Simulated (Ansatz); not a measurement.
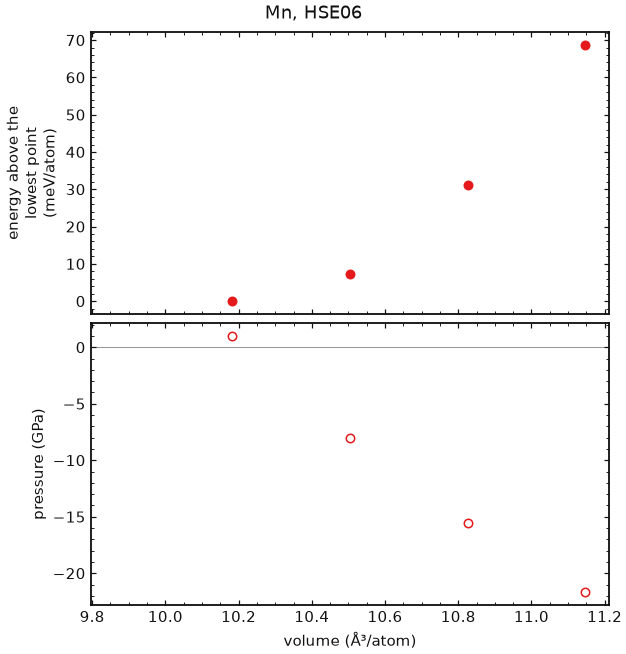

Plotted: energy above the lowest point and pressure against volume for Mn, space group Fm-3m (No. 225) (one of a set of cubic test structures, which need not be the stable phase).

Method: equation of state of a cubic crystal from periodic Kohn-Sham density functional theory without spin, third-order Birch-Murnaghan fit to the free energies; pressure corrected for the finite basis (Ansatz 0.2.0 development build). Level: HSE06.

structure type fcc; atoms in cell 1; space group number 225; lattice centring face-centred primitive; k mesh 6×6×6; occupation method Fermi–Dirac; occupation width 0.1 eV; wave cutoff 700 eV; datasets hard PAW; density tolerance 0 eV; bands 12; density cutoff ratio 4; search for lower states default; exchange singularity regularized.

The point at volume 9.86 Å³/atom is left out of the plot. What does the calculation give there?

| volume (Å³/atom) | energy above the lowest point (meV/atom) | pressure (GPa) |
| --- | --- | --- |
| 9.86 | 12.5 | 11.7 |

Caveats: coarse k-mesh, values are not converged in k; cubic model structure, not the ambient form; known magnet treated without spin, far from its ground state; pseudopotentials made with PBE, not this functional.
